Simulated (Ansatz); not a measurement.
# Residual resistivity of an alloy: V(100) with 4 layers of random V-Mo, 2x2, part 2 of 2

Wanted: resistance against the alloy's length, first V(100) with 4 layers of random V-Mo, 2x2.

Ansatz 0.2.0; Ansatz plane-wave DFT, PBE, PAW files; ballistic transport by layer matching (Landauer), zero bias; PAW set soft_1.

So far. Step 2 (With 4 alloy layers): Over the solved energies the transmission per spin lies between 8.14 and 8.96, out of 9.98 channels of the lead on average (up to 10.5).

## Step 3: With 8 alloy layers

System of this step: V(100) with 8 layers of random V-Mo, 2x2. The cell holds 72 atoms: 68 V and 4 Mo. Cell: a = 6.052 Å, b = 6.052 Å, c = 27.234 Å, α = 90.0°, β = 90.0°, γ = 90.0°. It derives from V. Regions: lead, 40 atoms (40 V); scattering region, 32 atoms (28 V and 4 Mo). The structure is stacked along c, and the current runs across the ab planes.

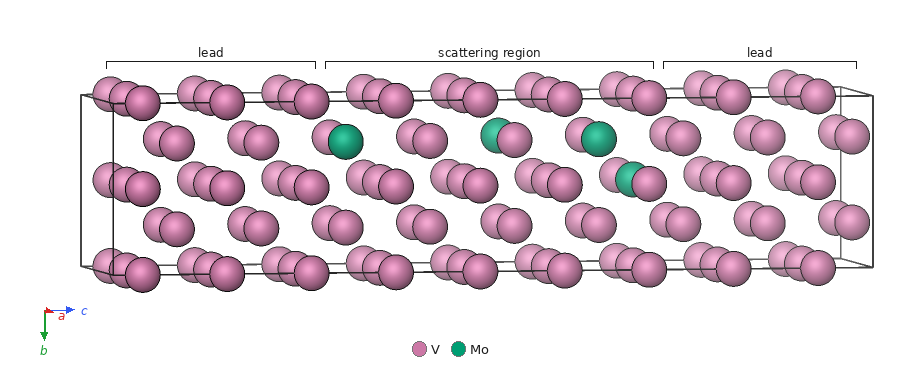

The cell of this step (vanadium pink, molybdenum teal). Some periodic images of atoms are drawn too.

File input.yaml:

```yaml
crystal:
  lattice:
    - [6.052, 0.0, 0.0]
    - [0.0, 6.052, 0.0]
    - [0.0, 0.0, 27.234]
  atoms:
    - { symbol: V, position: [0.0, 0.0, 0.0277777778] }
    - { symbol: V, position: [0.0, 0.5, 0.0277777778] }
    - { symbol: V, position: [0.5, 0.0, 0.0277777778] }
    - { symbol: V, position: [0.5, 0.5, 0.0277777778] }
    - { symbol: V, position: [0.25, 0.25, 0.0833333333] }
    - { symbol: V, position: [0.25, 0.75, 0.0833333333] }
    - { symbol: V, position: [0.75, 0.25, 0.0833333333] }
    - { symbol: V, position: [0.75, 0.75, 0.0833333333] }
    - { symbol: V, position: [0.0, 0.0, 0.1388888889] }
    - { symbol: V, position: [0.0, 0.5, 0.1388888889] }
    - { symbol: V, position: [0.5, 0.0, 0.1388888889] }
    - { symbol: V, position: [0.5, 0.5, 0.1388888889] }
    - { symbol: V, position: [0.25, 0.25, 0.1944444444] }
    - { symbol: V, position: [0.25, 0.75, 0.1944444444] }
    - { symbol: V, position: [0.75, 0.25, 0.1944444444] }
    - { symbol: V, position: [0.75, 0.75, 0.1944444444] }
    - { symbol: V, position: [0.0, 0.0, 0.25] }
    - { symbol: V, position: [0.0, 0.5, 0.25] }
    - { symbol: V, position: [0.5, 0.0, 0.25] }
    - { symbol: V, position: [0.5, 0.5, 0.25] }
    - { symbol: V, position: [0.25, 0.25, 0.3055555556] }
    - { symbol: V, position: [0.25, 0.75, 0.3055555556] }
    - { symbol: Mo, position: [0.75, 0.25, 0.3055555556] }
    - { symbol: V, position: [0.75, 0.75, 0.3055555556] }
    - { symbol: V, position: [0.0, 0.0, 0.3611111111] }
    - { symbol: V, position: [0.0, 0.5, 0.3611111111] }
    - { symbol: V, position: [0.5, 0.0, 0.3611111111] }
    - { symbol: V, position: [0.5, 0.5, 0.3611111111] }
    - { symbol: V, position: [0.25, 0.25, 0.4166666667] }
    - { symbol: V, position: [0.25, 0.75, 0.4166666667] }
    - { symbol: V, position: [0.75, 0.25, 0.4166666667] }
    - { symbol: V, position: [0.75, 0.75, 0.4166666667] }
    - { symbol: V, position: [0.0, 0.0, 0.4722222222] }
    - { symbol: V, position: [0.0, 0.5, 0.4722222222] }
    - { symbol: V, position: [0.5, 0.0, 0.4722222222] }
    - { symbol: V, position: [0.5, 0.5, 0.4722222222] }
    - { symbol: Mo, position: [0.25, 0.25, 0.5277777778] }
    - { symbol: V, position: [0.25, 0.75, 0.5277777778] }
    - { symbol: V, position: [0.75, 0.25, 0.5277777778] }
    - { symbol: V, position: [0.75, 0.75, 0.5277777778] }
    - { symbol: V, position: [0.0, 0.0, 0.5833333333] }
    - { symbol: V, position: [0.0, 0.5, 0.5833333333] }
    - { symbol: V, position: [0.5, 0.0, 0.5833333333] }
    - { symbol: V, position: [0.5, 0.5, 0.5833333333] }
    - { symbol: V, position: [0.25, 0.25, 0.6388888889] }
    - { symbol: V, position: [0.25, 0.75, 0.6388888889] }
    - { symbol: Mo, position: [0.75, 0.25, 0.6388888889] }
    - { symbol: V, position: [0.75, 0.75, 0.6388888889] }
    - { symbol: V, position: [0.0, 0.0, 0.6944444444] }
    - { symbol: V, position: [0.0, 0.5, 0.6944444444] }
    - { symbol: V, position: [0.5, 0.0, 0.6944444444] }
    - { symbol: Mo, position: [0.5, 0.5, 0.6944444444] }
    - { symbol: V, position: [0.25, 0.25, 0.75] }
    - { symbol: V, position: [0.25, 0.75, 0.75] }
    - { symbol: V, position: [0.75, 0.25, 0.75] }
    - { symbol: V, position: [0.75, 0.75, 0.75] }
    - { symbol: V, position: [0.0, 0.0, 0.8055555556] }
    - { symbol: V, position: [0.0, 0.5, 0.8055555556] }
    - { symbol: V, position: [0.5, 0.0, 0.8055555556] }
    - { symbol: V, position: [0.5, 0.5, 0.8055555556] }
    - { symbol: V, position: [0.25, 0.25, 0.8611111111] }
    - { symbol: V, position: [0.25, 0.75, 0.8611111111] }
    - { symbol: V, position: [0.75, 0.25, 0.8611111111] }
    - { symbol: V, position: [0.75, 0.75, 0.8611111111] }
    - { symbol: V, position: [0.0, 0.0, 0.9166666667] }
    - { symbol: V, position: [0.0, 0.5, 0.9166666667] }
    - { symbol: V, position: [0.5, 0.0, 0.9166666667] }
    - { symbol: V, position: [0.5, 0.5, 0.9166666667] }
    - { symbol: V, position: [0.25, 0.25, 0.9722222222] }
    - { symbol: V, position: [0.25, 0.75, 0.9722222222] }
    - { symbol: V, position: [0.75, 0.25, 0.9722222222] }
    - { symbol: V, position: [0.75, 0.75, 0.9722222222] }
kpoints:
  mp_grid: { grid: [4, 4, 1] }
hamiltonian:
  xc: pbe
  pseudopotentials: { kind: paw, azcp: { folder: soft_1 } }
scf:
  occupations: { method: fermi_dirac, width: 0.1 }
output:
  transmission: { leads: [[0, 4]], kmesh: [8, 8], e_range: [-0.05, 0.05], de: 0.05 }
  write_potential: true
  write_density: true
  volumetric_format: npy
```

Launch:

```console
$ ansatz run input.yaml --threads 4 --pin off --max-ram 15360MiB --backend cpu --events-out ev --progress --plain --runs-dir out
```

Numbers of over 12 decimals in the logs are rounded to 6 here.

The program printed:

```text
[...]
Crystal: 72 atoms, lattice volume = 997.492 Å³
Basis set: ecut = 420 eV, 19487 PW (Γ)
Bands: 564, of which v1, the nominal top of the filled ones, is band 470 counted from 1 (469 counted from 0)
Symmetry: 1 space group operations
[...]
k-points: 10 of 16 (time reversal used)
[...]
SCF iter   1: F=—  HF=-217926.679304 eV  |F-HF|=—  |Δ(HF+E_count)|=         —  Δρ=1.14e-1  dr2=1.09e3  ethr=3.10e-3  ⟨swp⟩=6.9  Hψ=21424  notcnv=0
[...]
SCF iter  11: F=-217871.105910 eV  HF=-217871.105910 eV  |F-HF|=3.99e-8  |Δ(HF+E_count)|=   2.05e-8  Δρ=1.88e-6  dr2=4.06e-8  ethr=1.06e-11  ⟨swp⟩=13.9  Hψ=20313  notcnv=0
SCF 1 converged in 11 iterations: F = -217871.105910 eV  dr2 = 4.06e-8
[...]
transmission: 141 of 1326 steps passed
transmission: 267 of 1326 steps passed
[...]
transmission: 1326 of 1326 steps passed
SCF converged after 11 iterations
Free energy (F): -217871.105910 eV
[...]
Internal energy: -217867.172254 eV  (E = F + TS)
E sigma→0 (E₀):  -217869.139082 eV
Entropy (-TS):   -3.933655 eV (-54.634 meV/atom)
Fermi energy:    16.466534 eV
[...]
--- Band table (eV; the first three rows and the last of 10) ---
  k-point 0: bands = [... 466 lower, 16.8205, 16.8235, 16.8262, 16.8299, 16.8426, 16.8428, 16.8544, 16.8571, ... 90 higher]
  k-point 1: bands = [... 466 lower, 16.6236, 16.6377, 16.6730, 16.6807, 16.6990, 16.7104, 16.7328, 16.7545, ... 90 higher]
  k-point 2: bands = [... 466 lower, 16.3575, 16.3839, 16.4064, 16.4105, 16.4205, 16.4237, 16.4274, 16.4366, ... 90 higher]
  k-point 9: bands = [... 466 lower, 15.9439, 15.9575, 15.9618, 15.9672, 15.9689, 15.9755, 15.9850, 15.9964, ... 90 higher]
--- Transmission ---
  basis      : 325 plane waves across, 39 finite elements along
  points     : 34, standing for a mesh of 8 x 8
[...]
channels       : 1.004688e1 a spin
[...]
junction   : crystal 0 to crystal 0, 0.70 to 26.42 Å
    transmission   : 7.860869e0 a spin
[...]
```

Elapsed: 18 min, on 4 threads of Arm Neoverse V2, shared host; peak memory 9.8 GiB; 63 min of CPU time.

This step gave:

```
free energy                                   : -217871.1059 eV
energy at zero smearing                       : -217869.1391 eV
Fermi energy                                  : 16.47 eV
transmission per spin nearest the Fermi level : 7.861
step of the lead's potential                  : 2 meV
```

Per spin. The transmission, zone mean by energy, zero at the Fermi level:

```csv
energy (eV),"transmission, zone mean"
-0.0500,7.93
0.0000,7.86
0.0500,7.40
```

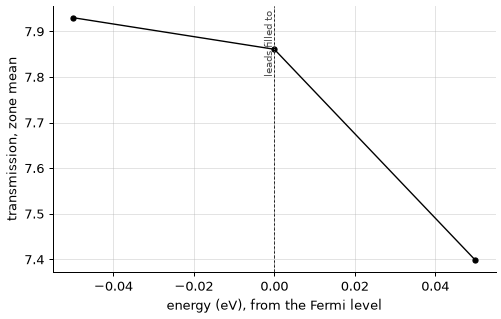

Transmission, zone mean, plotted against energy.

Over the solved energies the transmission per spin lies between 7.40 and 7.93, out of 9.90 channels of the lead on average (up to 10.4).

## Step 4: With 12 alloy layers

System of this step: V(100) with 12 layers of random V-Mo, 2x2. The cell holds 88 atoms: 82 V and 6 Mo. Cell: a = 6.052 Å, b = 6.052 Å, c = 33.286 Å, α = 90.0°, β = 90.0°, γ = 90.0°. It derives from V. Regions: lead, 40 atoms (40 V); scattering region, 48 atoms (42 V and 6 Mo). The structure is stacked along c, and the current runs across the ab planes.

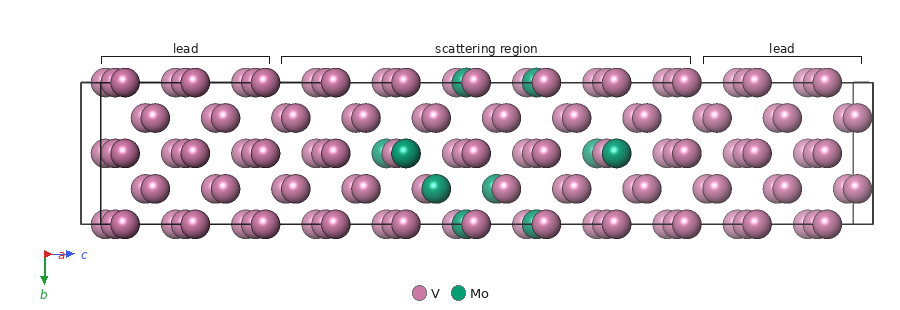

The cell of this step (vanadium pink, molybdenum teal). Some periodic images of atoms are drawn too.

File input.yaml:

```yaml
crystal:
  lattice:
    - [6.052, 0.0, 0.0]
    - [0.0, 6.052, 0.0]
    - [0.0, 0.0, 33.286]
  atoms:
    - { symbol: V, position: [0.0, 0.0, 0.0227272727] }
    - { symbol: V, position: [0.0, 0.5, 0.0227272727] }
    - { symbol: V, position: [0.5, 0.0, 0.0227272727] }
    - { symbol: V, position: [0.5, 0.5, 0.0227272727] }
    - { symbol: V, position: [0.25, 0.25, 0.0681818182] }
    - { symbol: V, position: [0.25, 0.75, 0.0681818182] }
    - { symbol: V, position: [0.75, 0.25, 0.0681818182] }
    - { symbol: V, position: [0.75, 0.75, 0.0681818182] }
    - { symbol: V, position: [0.0, 0.0, 0.1136363636] }
    - { symbol: V, position: [0.0, 0.5, 0.1136363636] }
    - { symbol: V, position: [0.5, 0.0, 0.1136363636] }
    - { symbol: V, position: [0.5, 0.5, 0.1136363636] }
    - { symbol: V, position: [0.25, 0.25, 0.1590909091] }
    - { symbol: V, position: [0.25, 0.75, 0.1590909091] }
    - { symbol: V, position: [0.75, 0.25, 0.1590909091] }
    - { symbol: V, position: [0.75, 0.75, 0.1590909091] }
    - { symbol: V, position: [0.0, 0.0, 0.2045454545] }
    - { symbol: V, position: [0.0, 0.5, 0.2045454545] }
    - { symbol: V, position: [0.5, 0.0, 0.2045454545] }
    - { symbol: V, position: [0.5, 0.5, 0.2045454545] }
    - { symbol: V, position: [0.25, 0.25, 0.25] }
    - { symbol: V, position: [0.25, 0.75, 0.25] }
    - { symbol: V, position: [0.75, 0.25, 0.25] }
    - { symbol: V, position: [0.75, 0.75, 0.25] }
    - { symbol: V, position: [0.0, 0.0, 0.2954545455] }
    - { symbol: V, position: [0.0, 0.5, 0.2954545455] }
    - { symbol: V, position: [0.5, 0.0, 0.2954545455] }
    - { symbol: V, position: [0.5, 0.5, 0.2954545455] }
    - { symbol: V, position: [0.25, 0.25, 0.3409090909] }
    - { symbol: V, position: [0.25, 0.75, 0.3409090909] }
    - { symbol: V, position: [0.75, 0.25, 0.3409090909] }
    - { symbol: V, position: [0.75, 0.75, 0.3409090909] }
    - { symbol: V, position: [0.0, 0.0, 0.3863636364] }
    - { symbol: Mo, position: [0.0, 0.5, 0.3863636364] }
    - { symbol: V, position: [0.5, 0.0, 0.3863636364] }
    - { symbol: V, position: [0.5, 0.5, 0.3863636364] }
    - { symbol: V, position: [0.25, 0.25, 0.4318181818] }
    - { symbol: V, position: [0.25, 0.75, 0.4318181818] }
    - { symbol: V, position: [0.75, 0.25, 0.4318181818] }
    - { symbol: Mo, position: [0.75, 0.75, 0.4318181818] }
    - { symbol: V, position: [0.0, 0.0, 0.4772727273] }
    - { symbol: V, position: [0.0, 0.5, 0.4772727273] }
    - { symbol: Mo, position: [0.5, 0.0, 0.4772727273] }
    - { symbol: V, position: [0.5, 0.5, 0.4772727273] }
    - { symbol: V, position: [0.25, 0.25, 0.5227272727] }
    - { symbol: Mo, position: [0.25, 0.75, 0.5227272727] }
    - { symbol: V, position: [0.75, 0.25, 0.5227272727] }
    - { symbol: V, position: [0.75, 0.75, 0.5227272727] }
    - { symbol: V, position: [0.0, 0.0, 0.5681818182] }
    - { symbol: V, position: [0.0, 0.5, 0.5681818182] }
    - { symbol: Mo, position: [0.5, 0.0, 0.5681818182] }
    - { symbol: V, position: [0.5, 0.5, 0.5681818182] }
    - { symbol: V, position: [0.25, 0.25, 0.6136363636] }
    - { symbol: V, position: [0.25, 0.75, 0.6136363636] }
    - { symbol: V, position: [0.75, 0.25, 0.6136363636] }
    - { symbol: V, position: [0.75, 0.75, 0.6136363636] }
    - { symbol: V, position: [0.0, 0.0, 0.6590909091] }
    - { symbol: Mo, position: [0.0, 0.5, 0.6590909091] }
    - { symbol: V, position: [0.5, 0.0, 0.6590909091] }
    - { symbol: V, position: [0.5, 0.5, 0.6590909091] }
    - { symbol: V, position: [0.25, 0.25, 0.7045454545] }
    - { symbol: V, position: [0.25, 0.75, 0.7045454545] }
    - { symbol: V, position: [0.75, 0.25, 0.7045454545] }
    - { symbol: V, position: [0.75, 0.75, 0.7045454545] }
    - { symbol: V, position: [0.0, 0.0, 0.75] }
    - { symbol: V, position: [0.0, 0.5, 0.75] }
    - { symbol: V, position: [0.5, 0.0, 0.75] }
    - { symbol: V, position: [0.5, 0.5, 0.75] }
    - { symbol: V, position: [0.25, 0.25, 0.7954545455] }
    - { symbol: V, position: [0.25, 0.75, 0.7954545455] }
    - { symbol: V, position: [0.75, 0.25, 0.7954545455] }
    - { symbol: V, position: [0.75, 0.75, 0.7954545455] }
    - { symbol: V, position: [0.0, 0.0, 0.8409090909] }
    - { symbol: V, position: [0.0, 0.5, 0.8409090909] }
    - { symbol: V, position: [0.5, 0.0, 0.8409090909] }
    - { symbol: V, position: [0.5, 0.5, 0.8409090909] }
    - { symbol: V, position: [0.25, 0.25, 0.8863636364] }
    - { symbol: V, position: [0.25, 0.75, 0.8863636364] }
    - { symbol: V, position: [0.75, 0.25, 0.8863636364] }
    - { symbol: V, position: [0.75, 0.75, 0.8863636364] }
    - { symbol: V, position: [0.0, 0.0, 0.9318181818] }
    - { symbol: V, position: [0.0, 0.5, 0.9318181818] }
    - { symbol: V, position: [0.5, 0.0, 0.9318181818] }
    - { symbol: V, position: [0.5, 0.5, 0.9318181818] }
    - { symbol: V, position: [0.25, 0.25, 0.9772727273] }
    - { symbol: V, position: [0.25, 0.75, 0.9772727273] }
    - { symbol: V, position: [0.75, 0.25, 0.9772727273] }
    - { symbol: V, position: [0.75, 0.75, 0.9772727273] }
kpoints:
  mp_grid: { grid: [4, 4, 1] }
hamiltonian:
  xc: pbe
  pseudopotentials: { kind: paw, azcp: { folder: soft_1 } }
scf:
  occupations: { method: fermi_dirac, width: 0.1 }
output:
  transmission: { leads: [[0, 4]], kmesh: [8, 8], e_range: [-0.05, 0.05], de: 0.05 }
  write_potential: true
  write_density: true
  volumetric_format: npy
```

The program printed:

```text
[...]
Crystal: 88 atoms, lattice volume = 1219.156 Å³
Basis set: ecut = 420 eV, 23843 PW (Γ)
Bands: 690, of which v1, the nominal top of the filled ones, is band 575 counted from 1 (574 counted from 0)
Symmetry: 1 space group operations
[...]
k-points: 10 of 16 (time reversal used)
[...]
SCF iter   1: F=—  HF=-268633.317640 eV  |F-HF|=—  |Δ(HF+E_count)|=         —  Δρ=1.18e-1  dr2=2.69e3  ethr=3.10e-3  ⟨swp⟩=6.7  Hψ=26896  notcnv=0
[...]
SCF iter  11: F=-268557.786913 eV  HF=-268557.786913 eV  |F-HF|=1.40e-8  |Δ(HF+E_count)|=   6.11e-9  Δρ=8.23e-7  dr2=1.61e-8  ethr=8.70e-12  ⟨swp⟩=14.5  Hψ=26314  notcnv=0
SCF 1 converged in 11 iterations: F = -268557.786913 eV  dr2 = 1.61e-8
[...]
transmission: 171 of 1666 steps passed
transmission: 336 of 1666 steps passed
[...]
transmission: 1666 of 1666 steps passed
SCF converged after 11 iterations
Free energy (F): -268557.786913 eV
[...]
Internal energy: -268553.042805 eV  (E = F + TS)
E sigma→0 (E₀):  -268555.414859 eV
Entropy (-TS):   -4.744109 eV (-53.910 meV/atom)
Fermi energy:    16.557479 eV
[...]
--- Band table (eV; the first three rows and the last of 10) ---
  k-point 0: bands = [... 571 lower, 16.9992, 17.0034, 17.0098, 17.0100, 17.0203, 17.0683, 17.0707, 17.0793, ... 111 higher]
  k-point 1: bands = [... 571 lower, 16.7710, 16.8020, 16.8076, 16.8157, 16.8232, 16.8273, 16.8394, 16.8503, ... 111 higher]
  k-point 2: bands = [... 571 lower, 16.4649, 16.4716, 16.4814, 16.5058, 16.5177, 16.5305, 16.5378, 16.5415, ... 111 higher]
  k-point 9: bands = [... 571 lower, 16.0693, 16.0755, 16.0811, 16.0909, 16.0951, 16.0996, 16.1028, 16.1072, ... 111 higher]
--- Transmission ---
  basis      : 325 plane waves across, 49 finite elements along
  points     : 34, standing for a mesh of 8 x 8
[...]
channels       : 1.004688e1 a spin
[...]
junction   : crystal 0 to crystal 0, 0.81 to 32.59 Å
    transmission   : 7.215091e0 a spin
[...]
```

It took 27 min on 4 threads; peak memory 7.3 GiB; 1.6 h of CPU time.

Numbers from this step:

| Quantity | Value |
| --- | --- |
| free energy | -268557.7869 eV |
| energy at zero smearing | -268555.4149 eV |
| Fermi energy | 16.56 eV |
| transmission per spin nearest the Fermi level | 7.215 |
| step of the lead's potential | 0.8 meV |

Per spin. Transmission, zone mean against energy, zero at the Fermi level:

```csv
energy (eV),"transmission, zone mean"
-0.0500,7.44
0.0000,7.22
0.0500,6.79
```

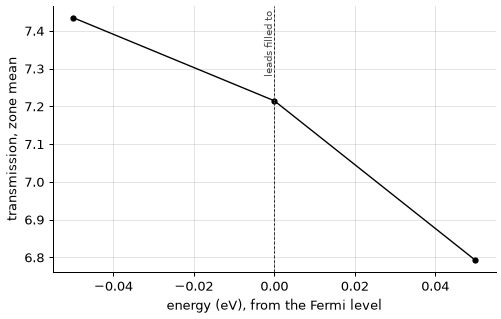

Transmission, zone mean, plotted against energy.

Over the solved energies the transmission per spin lies between 6.79 and 7.44, out of 9.90 channels of the lead on average (up to 10.4).

## Step 5: The fit

This step: Ansatz plane-wave DFT, PBE, PAW files; ballistic transport by layer matching (Landauer), zero bias; residual resistivity from the slope of the area resistance, atoms on the host's lattice; PAW set soft_1 (Ansatz 0.2.0).

This step gave:

```
resistivity           : 8.711 µΩ cm
intercept             : 0.02674 fΩ m²
scatter about the fit : 0.001374 fΩ m²
```

Resistance, by row:

```csv
run,length (Å),T,channels N,RA (fΩ m²)
n4,6.052,8.565,9.984,0.07849
n8,12.1,7.73,9.901,0.1341
n12,18.16,7.148,9.901,0.1839
```

Table of area resistance by length of the alloy:

```csv
length of the alloy (Å),area resistance (fΩ m²)
6.05,0.0785
12.10,0.134
18.16,0.184
```

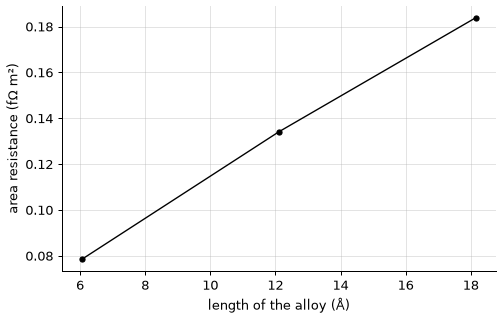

Area resistance against length of the alloy.

The area resistance goes from 0.078 to 0.18 fΩ m² between 6.1 and 18.2 Å, a slope of 8.7 µΩ cm.

By hand from the end points: (0.1839 − 0.07849) fΩ m² / (18.16 − 6.05) Å = 8.7 µΩ cm, since 1 fΩ m² per Å is 1000 µΩ cm.

## Step 6: What came out

```
resistivity from the slope  : 8.71 µΩ cm
area resistance over 6.05 Å : 0.0785 fΩ m²
area resistance over 12.1 Å : 0.134 fΩ m²
area resistance over 18.2 Å : 0.184 fΩ m²
```

The slope gives 8.7 µΩ cm. The points scatter by 0.0014 fΩ m² about the line, with one random draw a length in a 2x2 cell, so the slope is a rough value. Read with a model of isotropic scattering on a spherical Fermi surface and the lead's 2.1×10¹⁵ S/m², this slope means a mean free path near 45 Å; over these lengths the model's slope is 1.10 times its bulk resistivity, which would be 7.9 µΩ cm. The draw over the shortest length came out nearly ordered, with 32 symmetry operations, so that point is a poor sample of a random alloy. The atoms sit on the host's lattice, so scattering by size misfit is left out.

[Logs are printed without paths, hosts, clocks, repeated set-up lines and the standing remarks that a program may print on its own settings, such as how far it seeks lower states.]

[Hosts, paths, dates, database ids (printed as entryN), source tags and the programs' standing remarks are cut or masked in the printed files.]
